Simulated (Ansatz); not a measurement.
System: C.

Input file:

```
crystal:
  lattice:
    - [0.0, 2.127, 3.24756]
    - [1.228, 0.0, 3.24756]
    - [1.228, 2.127, 0.0]
  atoms:
    - { symbol: C, position: [0.16667, 0.83333, 0.16667] }
    - { symbol: C, position: [0.83333, 0.16667, 0.83333] }
kpoints:
  mp_grid: { grid: [18, 18, 18] }
scf:
  occupations: { method: fermi_dirac, width: 0.05 }
hamiltonian:
  xc: pbesol
  pseudopotentials: { kind: paw }
output:
  forces: true
  stress: true
  eigenvalues: true
  efg: { contact_densities: true }
  write_density: true
  write_potential: true
  elf: true
  volumetric_format: npy
```

Command:

```sh
ansatz run input.yaml --threads 1 --pin off --max-ram 3072MiB --backend cpu --events-out ev --progress --plain --runs-dir out
```

Below, planes, directions and counts refer to the conventional cell (a = 2.46 Å, b = 4.25 Å, c = 6.50 Å, α = 90.00°, β = 90.00°, γ = 90.00°).

Space group Fmmm; changed on purpose from its base cell (zz strain of -3 %, PAW files).

The calculation used DFT, PBEsol, PAW with Ansatz's default frozen-core files, scalar-relativistic (Ansatz).

### What will maps of the valence pseudo-density and electron localisation function show?

C–C (1.42 Å): ρ at the midpoint is about 2 e/Å³; the ELF peaks at about 0.95 between the atoms (localised, covalent bonding).

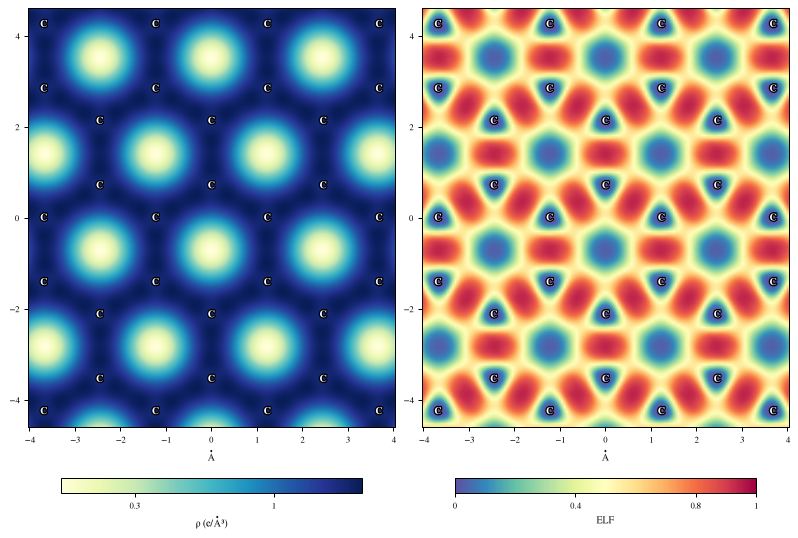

Computed valence pseudo-density and electron localisation function on the (001) plane of the conventional cell, in this order. 

In a PAW calculation such maps are meaningful between the atoms, not at the nuclei.
